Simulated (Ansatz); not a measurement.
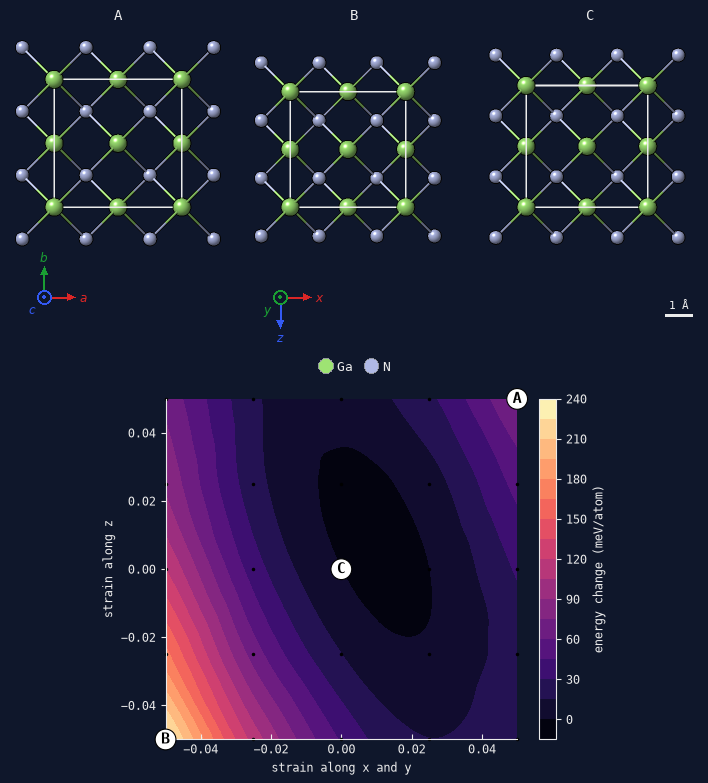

Solid GaN (F-43m): the cell is strained equally along x and y and separately along z, with the atoms kept at their fractional coordinates. x, y and z are the Cartesian axes of the input. The map is interpolated between the computed points (dots). The lettered frames are marked on it. The picture is a ball-and-stick view of the conventional cell (4 times the calculation's cell), seen along the c axis. Lengths and directions refer to the drawn axes.

These are results of DFT PBE, scalar-relativistic, plane waves, PAW (Ansatz), not measurements. Settings: plane-wave cutoff 420 eV; k-point mesh 10 × 10 × 10; occupations gaussian; smearing width 0.05 eV; no spin polarisation. Energies (free energies at the smearing named) are counted from the cell as listed in its source, which wasn't relaxed.

### What does the map show?

In pairs of (strain along x and y; strain along z): the lowest computed point lies at (0.000, 0.025) (−3.0 meV/atom), the highest at (−0.050, −0.050) (235.5 meV/atom). The valley is tilted: raising the in-plane strain is made harder by raising the strain along z (cross term 0.63 of the geometric mean of the two curvatures). Over the ranges scanned the energy rises more along the first axis, the in-plane strain. The pressure runs from −15.7 GPa at (0.050, 0.050) to 46.4 GPa at (−0.050, −0.050). The frames lie at A (0.050, 0.050): 76.0 meV/atom, B (−0.050, −0.050): 235.5 meV/atom, C (0.000, 0.000): 0.0 meV/atom.
